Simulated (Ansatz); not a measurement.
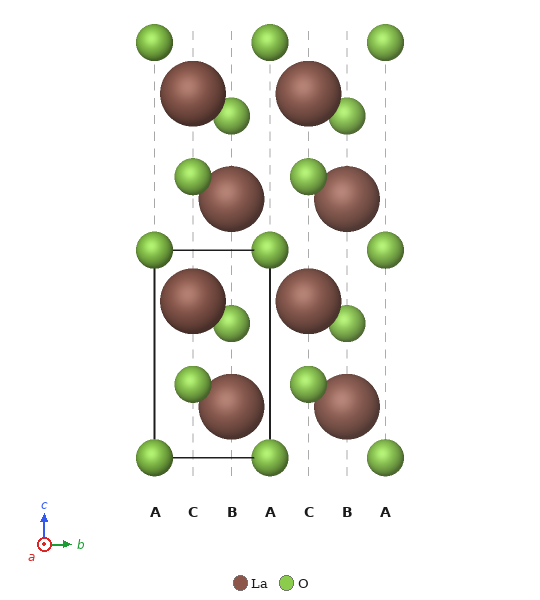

The picture looks along a close-packed row of the hexagonal mesh; c points upwards. The dashed lines mark the three columns A (0, 0), B (1/3, 2/3) and C (2/3, 1/3). The sequence starts with the first layer at or above the cell's origin.

La₂O₃ (space group P-3m1, No. 164). Coordinates: coordinates from a relaxation with DFT, r2SCAN, plane waves, PAW in Ansatz.

Question: Read off the stacking sequence over one period.

Answer: O(A) – La(B) – O(C) – O(B) – La(C) (five layers in 6.13 Å).
